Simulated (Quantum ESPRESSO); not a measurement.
# BN (P6_3/mmc): third-order response

Wanted: vibrational spectra of BN (P6_3/mmc) from linear and non-linear response.

Program: Quantum ESPRESSO 8.0 development, patched. Level of theory: DFT LDA, scalar-relativistic, plane waves, PseudoDojo norm-conserving pseudopotentials. Results are calculated unless marked as measured.

The database entry behind the starting cell differs from later determinations by our own check (about 0.3 % short, minor phase), so it need not match the best structure at ambient conditions.

## (1) Starting point

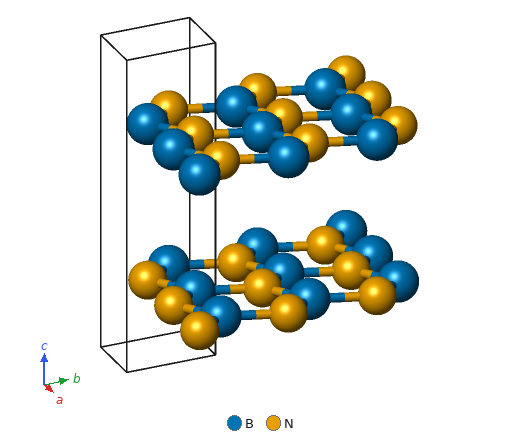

The cell as given, slightly off an axis (boron blue, nitrogen orange). 3×3×1 cells are drawn.

## (2) A first look

A cheap run with smearing and empty bands tells whether the crystal has a gap, which decides between fixed occupations and smearing later on.

Input file probe.in:

```
 &control
    calculation='scf',
    prefix='x',
    outdir='./tmp',
    pseudo_dir='./pseudo',
    tprnfor=.true.,
    tstress=.true.,
    verbosity='high',
 /
 &system
    ibrav=4,
    celldm(1)=4.72098939,
    celldm(3)=2.65614993,
    nat=4,
    ntyp=2,
    ecutwfc=84.0,
    occupations='smearing',
    smearing='gaussian',
    degauss=0.01,
 /
 &electrons
    conv_thr=1.0d-07,
    mixing_beta=0.7,
    electron_maxstep=100,
 /
ATOMIC_SPECIES
 B      10.8100  B.upf
 N      14.0070  N.upf
ATOMIC_POSITIONS crystal
 B      0.333333330   0.666666670   0.250000000
 B      0.666666670   0.333333330   0.750000000
 N      0.333333330   0.666666670   0.750000000
 N      0.666666670   0.333333330   0.250000000
K_POINTS automatic
 9 9 4 0 0 0
```

Started as:

```
> OMP_NUM_THREADS=1 mpirun -n 4 pw.x -nk 4 -in probe.in > probe.out
```

The log of the run:

```text
[banners, grids, parts of the stress and lines that vanish by symmetry left out]
Program PWSCF v.8.0dev
     bravais-lattice index     =            4
     lattice parameter (alat)  =       4.7210  a.u.
[...]
kinetic-energy cutoff     =      84.0000  Ry
     charge density cutoff     =     336.0000  Ry
     scf convergence threshold =      1.0E-07
[...]
Exchange-correlation= SLA-PW-NOGX-NOGC
                           (   1   4   0   0   0   0   0)
[...]
24 Sym. Ops., with inversion, found (12 have fractional translation)
[...]
(     0          1          0      )
                  (     0          0          1      )
[...]
(  0.0000000  1.0000000  0.0000000 )
                  (  0.0000000  0.0000000  1.0000000 )
[...]
(     0         -1          0      )       ( -0.0000000 )
[...]
c_bands: 1 eigenvalues not converged on the other pools
[...]
c_bands:  1 eigenvalues not converged
     c_bands:  2 eigenvalues not converged
     c_bands: 1 eigenvalues not converged on the other pools
[...]
End of self-consistent calculation
[...]
the Fermi energy is     6.6050 ev
!    total energy              =     -53.68538142 Ry
[...]
convergence has been achieved in   9 iterations
[...]
atom    1 type  1   force =     0.00000000    0.00000000    0.00000000
     atom    2 type  1   force =     0.00000000   -0.00000000    0.00000000
     atom    3 type  2   force =    -0.00000000   -0.00000000   -0.00000000
     atom    4 type  2   force =     0.00000000    0.00000000    0.00000000
[...]
Total force =     0.000000     Total SCF correction =     0.000000
[...]
total   stress  (Ry/bohr**3)                   (kbar)     P=      -28.82
[...]
XML data file, charge density, pseudopotentials, collected wavefunctions

   JOB DONE.
```

The job ended after 8.6 s (4 MPI ranks of Intel Xeon at 2.70GHz, shared host).

This step gave:

| Quantity | Value |
| --- | --- |
| volume per atom | 8.967 Å³ |
| pressure | -2.882 GPa |
| gap on the k-mesh | 4.257 eV |

A gap of 4.3 eV opens on this mesh, so the crystal is taken as an insulator; the start stands at -2.9 GPa.

## (3) Relaxing the cell and atoms

The relaxation runs at a cutoff a fifth above that of the response, since stress converges more slowly with the basis than frequencies do. Forces and stress are brought to rest with tight thresholds.

Input file relax.in:

```
 &control
    calculation='vc-relax',
    prefix='x',
    outdir='./tmp',
    pseudo_dir='./pseudo',
    tprnfor=.true.,
    tstress=.true.,
    forc_conv_thr=2.0d-05,
    etot_conv_thr=1.0d-07,
    nstep=40,
 /
 &system
    ibrav=4,
    celldm(1)=4.72098939,
    celldm(3)=2.65614993,
    nat=4,
    ntyp=2,
    ecutwfc=101,
    occupations='fixed',
    nbnd=10,
 /
 &electrons
    conv_thr=1.0d-11,
    mixing_beta=0.7,
    electron_maxstep=100,
 /
 &ions
 /
 &cell
    press_conv_thr=0.2,
 /
ATOMIC_SPECIES
 B      10.8100  B.upf
 N      14.0070  N.upf
ATOMIC_POSITIONS crystal
 B      0.333333330   0.666666670   0.250000000
 B      0.666666670   0.333333330   0.750000000
 N      0.333333330   0.666666670   0.750000000
 N      0.666666670   0.333333330   0.250000000
K_POINTS automatic
 12 12 4 0 0 0
```

Started as:

```
> OMP_NUM_THREADS=1 mpirun -n 4 pw.x -nk 4 -in relax.in > relax.out
```

The log of the run:

```text
[banners, grids, parts of the stress and lines that vanish by symmetry left out]
[banner, memory and clock lines left out]
Program PWSCF v.8.0dev

[...]
kinetic-energy cutoff     =     101.0000  Ry
     charge density cutoff     =     404.0000  Ry
     scf convergence threshold =      1.0E-11
[...]
energy convergence thresh.=      1.0E-07
     force convergence thresh. =      2.0E-05
     press convergence thresh. =      2.0E-01
     Exchange-correlation= SLA-PW-NOGX-NOGC
                           (   1   4   0   0   0   0   0)
[...]
24 Sym. Ops., with inversion, found (12 have fractional translation)
[...]
number of k points=    57
[...]
End of self-consistent calculation
[...]
highest occupied, lowest unoccupied level (ev):     4.4934    8.6220
!    total energy              =     -53.68541976 Ry
[...]
convergence has been achieved in  19 iterations
[...]
atom    1 type  1   force =     0.00000000    0.00000000   -0.00000000
     atom    2 type  1   force =     0.00000000    0.00000000    0.00000000
     atom    3 type  2   force =    -0.00000000   -0.00000000   -0.00000000
     atom    4 type  2   force =     0.00000000   -0.00000000    0.00000000
     Total force =     0.000000     Total SCF correction =     0.000000
[...]
total   stress  (Ry/bohr**3)                   (kbar)     P=      -29.03
[...]
number of bfgs steps    =   0
[...]
CELL_PARAMETERS (alat=  4.72098939)
[...]
ATOMIC_POSITIONS (crystal)
B                0.3333333300        0.6666666700        0.2500000000
B                0.6666666700        0.3333333300        0.7500000000
N                0.3333333300        0.6666666700        0.7500000000
N                0.6666666700        0.3333333300        0.2500000000
[...]
New effective cutoffs (rho, wfc):  409.48  102.39
[...]
End of self-consistent calculation
[...]
highest occupied, lowest unoccupied level (ev):     4.6269    8.7862
!    total energy              =     -53.68549259 Ry
[...]
convergence has been achieved in  10 iterations
[...]
atom    1 type  1   force =    -0.00000000    0.00000000    0.00000000
     atom    2 type  1   force =    -0.00000000    0.00000000   -0.00000000
     atom    3 type  2   force =     0.00000000    0.00000000    0.00000000
     atom    4 type  2   force =    -0.00000000   -0.00000000   -0.00000000
     Total force =     0.000000     Total SCF correction =     0.000000
[...]
total   stress  (Ry/bohr**3)                   (kbar)     P=       22.11
[...]
number of bfgs steps    =   1
[...]
CELL_PARAMETERS (alat=  4.72098939)
[...]
ATOMIC_POSITIONS (crystal)
[...]
New effective cutoffs (rho, wfc):  406.87  101.74
[...]
End of self-consistent calculation
[...]
highest occupied, lowest unoccupied level (ev):     4.5752    8.7189
!    total energy              =     -53.68568310 Ry
[...]
convergence has been achieved in  11 iterations
[...]
atom    1 type  1   force =     0.00000000    0.00000000    0.00000000
     atom    2 type  1   force =     0.00000000    0.00000000    0.00000000
     atom    3 type  2   force =    -0.00000000   -0.00000000   -0.00000000
     atom    4 type  2   force =    -0.00000000    0.00000000    0.00000000
     Total force =     0.000000     Total SCF correction =     0.000000
[...]
total   stress  (Ry/bohr**3)                   (kbar)     P=       -1.62
[...]
number of bfgs steps    =   6
[...]
highest occupied, lowest unoccupied level (ev):     4.6845    8.8078
!    total energy              =     -53.68575320 Ry
[...]
convergence has been achieved in   8 iterations
[...]
Total force =     0.000000     Total SCF correction =     0.000000
[...]
total   stress  (Ry/bohr**3)                   (kbar)     P=       -1.29
[...]
number of bfgs steps    =   7
[...]
highest occupied, lowest unoccupied level (ev):     4.7503    8.8592
!    total energy              =     -53.68577639 Ry
[...]
convergence has been achieved in   8 iterations
[...]
Total force =     0.000000     Total SCF correction =     0.000000
[...]
total   stress  (Ry/bohr**3)                   (kbar)     P=       -0.75
[...]
number of bfgs steps    =   8
[...]
New effective cutoffs (rho, wfc):  422.30  105.94
[...]
highest occupied, lowest unoccupied level (ev):     4.8418    8.9315
!    total energy              =     -53.68578713 Ry
[...]
convergence has been achieved in   8 iterations
[...]
Total force =     0.000000     Total SCF correction =     0.000000
[...]
total   stress  (Ry/bohr**3)                   (kbar)     P=        0.07
[...]
number of bfgs steps    =   9
[...]
CELL_PARAMETERS (alat=  4.72098939)
[...]
ATOMIC_POSITIONS (crystal)
[...]
New effective cutoffs (rho, wfc):  421.75  105.80
[...]
End of self-consistent calculation
[...]
highest occupied, lowest unoccupied level (ev):     4.8335    8.9249
!    total energy              =     -53.68578723 Ry
[...]
convergence has been achieved in   6 iterations
[...]
atom    1 type  1   force =     0.00000000    0.00000000   -0.00000000
     atom    2 type  1   force =     0.00000000   -0.00000000   -0.00000000
     atom    3 type  2   force =     0.00000000   -0.00000000   -0.00000000
     atom    4 type  2   force =    -0.00000000    0.00000000    0.00000000
     Total force =     0.000000     Total SCF correction =     0.000000
[...]
total   stress  (Ry/bohr**3)                   (kbar)     P=       -0.00
[...]
bfgs converged in  11 scf cycles and  10 bfgs steps
[...]
End of BFGS Geometry Optimization
     Final enthalpy           =     -53.6857872286 Ry
     File ./tmp/x.bfgs deleted, as requested
[...]
CELL_PARAMETERS (alat=  4.72098939)
[...]
ATOMIC_POSITIONS (crystal)
[...]
N                0.3333333300        0.6666666700        0.7500000000
N                0.6666666700        0.3333333300        0.2500000000
[...]
Final scf calculation at the relaxed structure.
[...]
kinetic-energy cutoff     =     101.0000  Ry
     charge density cutoff     =     404.0000  Ry
     scf convergence threshold =      1.0E-13
[...]
press convergence thresh. =      2.0E-01
     Exchange-correlation= SLA-PW-NOGX-NOGC
                           (   1   4   0   0   0   0   0)
[...]
24 Sym. Ops., with inversion, found (12 have fractional translation)
[...]
number of k points=    57
[...]
End of self-consistent calculation
[...]
highest occupied, lowest unoccupied level (ev):     4.8335    8.9249
!    total energy              =     -53.68578147 Ry
[...]
convergence has been achieved in  26 iterations
[...]
atom    1 type  1   force =    -0.00000000   -0.00000000    0.00000000
     atom    2 type  1   force =     0.00000000    0.00000000   -0.00000000
     atom    3 type  2   force =    -0.00000000    0.00000000   -0.00000000
     atom    4 type  2   force =     0.00000000   -0.00000000    0.00000000
     Total force =     0.000000     Total SCF correction =     0.000000
[...]
total   stress  (Ry/bohr**3)                   (kbar)     P=       -0.02
[...]
XML data file, charge density, pseudopotentials, collected wavefunctions
```

It took 2.1 min on 4 MPI ranks; 8.2 min of CPU time.

Step by step:

```csv
step,energy less that of the first step (eV),largest force (eV/Å),pressure (GPa),volume (Å³)
1,0.0000,0.0000,-2.90,35.87
2,-0.0010,0.0000,2.21,35.34
3,-0.0036,0.0000,-0.19,35.55
4,-0.0037,0.0000,-0.21,35.51
5,-0.0038,0.0000,-0.20,35.48
6,-0.0040,0.0000,-0.18,35.42
7,-0.0042,0.0000,-0.16,35.33
8,-0.0045,0.0000,-0.13,35.21
9,-0.0049,0.0000,-0.07,35.01
10,-0.0050,0.0000,0.01,34.75
11,-0.0050,0.0000,0.00,34.77
12,-0.0049,0.0000,0.00,34.77
```

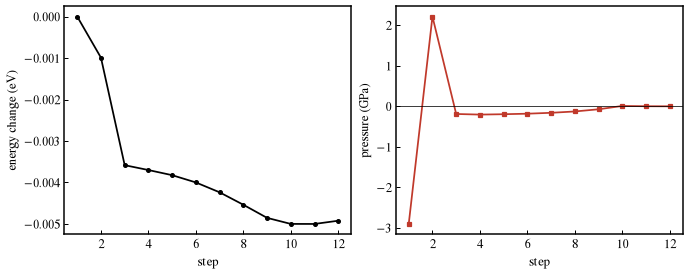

Energy and pressure along the relaxation.

```csv
"conventional cell, symmetrised",before,after,change
a (Å),2.498,2.489,-0.4 %
b (Å),2.498,2.489,-0.4 %
c (Å),6.636,6.481,-2.3 %
volume (Å³/atom),8.97,8.69,-3.0 %
```

Final coordinates:

```cif
data_structure
_symmetry_space_group_name_H-M 'P 1'
_symmetry_Int_Tables_number 1
_cell_length_a 2.4891
_cell_length_b 2.4891
_cell_length_c 6.4808
_cell_angle_alpha 90.000
_cell_angle_beta 90.000
_cell_angle_gamma 120.000
_cell_volume 34.77
loop_
_atom_site_label
_atom_site_type_symbol
_atom_site_fract_x
_atom_site_fract_y
_atom_site_fract_z
_atom_site_occupancy
B1 B 0.33333 0.66667 0.25000 1
B2 B 0.66667 0.33333 0.75000 1
N3 N 0.33333 0.66667 0.75000 1
N4 N 0.66667 0.33333 0.25000 1
```

The last row of the table of steps is pw.x's closing run on a basis chosen anew for the final cell, so its energy can jump.

This step gave:

* volume per atom: 8.693 Å³
* pressure: -0.001667 GPa
* gap on the k-mesh: 4.091 eV

The volume changes by -3.0 % from the cell with which this run began.

## (4) Self-consistent run for the response

Perturbation theory inherits every error of the wavefunctions, so the threshold is set near the limit of the arithmetic. With a gap, occupations are fixed, which also allows the response to an electric field.

Input file scf.in:

```
 &control
    calculation='scf',
    prefix='x',
    outdir='./tmp',
    pseudo_dir='./pseudo',
    tprnfor=.true.,
    tstress=.true.,
 /
 &system
    ibrav=4,
    celldm(1)=4.70366821,
    celldm(3)=2.6037101,
    nat=4,
    ntyp=2,
    ecutwfc=84.0,
    occupations='fixed',
    nbnd=10,
 /
 &electrons
    conv_thr=1.0d-12,
    mixing_beta=0.7,
    electron_maxstep=100,
 /
ATOMIC_SPECIES
 B      10.8100  B.upf
 N      14.0070  N.upf
ATOMIC_POSITIONS crystal
 B      0.333333333   0.666666667   0.250000000
 B      0.666666667   0.333333333   0.750000000
 N      0.333333333   0.666666667   0.750000000
 N      0.666666667   0.333333333   0.250000000
K_POINTS automatic
 12 12 4 0 0 0
```

Started as:

```
> OMP_NUM_THREADS=1 mpirun -n 4 pw.x -nk 4 -in scf.in > scf.out
```

The log of the run:

```text
[banners, grids, parts of the stress and lines that vanish by symmetry left out]
[banner, memory and clock lines left out]
Program PWSCF v.8.0dev

[...]
kinetic-energy cutoff     =      84.0000  Ry
     charge density cutoff     =     336.0000  Ry
     scf convergence threshold =      1.0E-12
[...]
Exchange-correlation= SLA-PW-NOGX-NOGC
                           (   1   4   0   0   0   0   0)
[...]
24 Sym. Ops., with inversion, found (12 have fractional translation)
[...]
number of k points=    57
[...]
End of self-consistent calculation
[...]
highest occupied, lowest unoccupied level (ev):     4.8335    8.9249
!    total energy              =     -53.68574315 Ry
[...]
convergence has been achieved in  19 iterations
[...]
atom    1 type  1   force =     0.00000000    0.00000000   -0.00000000
     atom    2 type  1   force =    -0.00000000   -0.00000000   -0.00000000
     atom    3 type  2   force =     0.00000000    0.00000000    0.00000000
     atom    4 type  2   force =    -0.00000000    0.00000000   -0.00000000
     Total force =     0.000000     Total SCF correction =     0.000000
[...]
total   stress  (Ry/bohr**3)                   (kbar)     P=       -0.06
[...]
XML data file, charge density, pseudopotentials, collected wavefunctions
```

The job ended after 15 s (4 MPI ranks; 59 s of CPU time).

This step gave:

* pressure: -0.005667 GPa

The cell stands at -0.0057 GPa, close enough for phonons.

(Part 1 of 3 ends here.)

[Host names and launcher messages were left out of these logs when they were recorded.]

[Logs are printed without paths, hosts, clocks, repeated set-up lines and the standing remarks that a program may print on its own settings, such as how far it seeks lower states.]

[Hosts, paths, dates, database ids (printed as entryN), source tags and the programs' standing remarks are cut or masked in the printed files.]
